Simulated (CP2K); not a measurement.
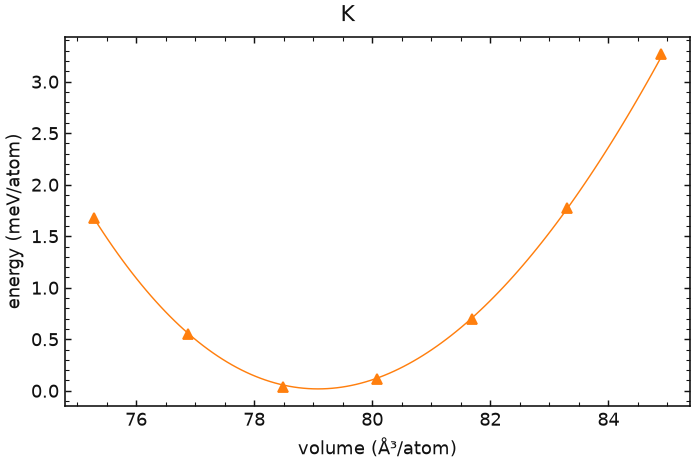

Plotted: energy against volume for K, space group Pm-3m (No. 221).

Starting cell:
```yaml
crystal:
  lattice:
    - [4.31044, 0.00000, 0.00000]
    - [0.00000, 4.31044, 0.00000]
    - [0.00000, 0.00000, 4.31044]
  atoms:
    - { symbol: K, position: [0.00000, 0.00000, 0.00000] }
```

Method: DFT in Gaussian orbitals with a plane-wave density, no spin polarisation; energies at scaled volumes of the given cell, shape and fractions fixed, counted from the fit's minimum, third-order Birch-Murnaghan fit (CP2K 2026.2). Level: PBE.

k mesh 6×6×6; occupations Fermi–Dirac; smearing width 0.05 eV; potentials GTH PBE with UZH TZVP basis; density cutoff 6123 eV; program settings ngrids 4, rel cutoff ry 60, cutoff ry 450, basis sets K TZVP-MOLOPT-PBE-GTH-q9.

From this curve and the settings, what does the calculation give for the pressure at the same points?

The pressure falls from 0.15 GPa at volume 75.28 Å³/atom to −0.17 GPa at 84.89 Å³/atom, and changes sign near 79.1 Å³/atom.

```json
{"volume (Å³/atom)": "75.28", "pressure (GPa)": "0.15"}
{"volume (Å³/atom)": "76.88", "pressure (GPa)": "0.08"}
{"volume (Å³/atom)": "78.49", "pressure (GPa)": "0.02"}
{"volume (Å³/atom)": "80.09", "pressure (GPa)": "-0.03"}
{"volume (Å³/atom)": "81.69", "pressure (GPa)": "-0.08"}
{"volume (Å³/atom)": "83.29", "pressure (GPa)": "-0.13"}
{"volume (Å³/atom)": "84.89", "pressure (GPa)": "-0.17"}
```
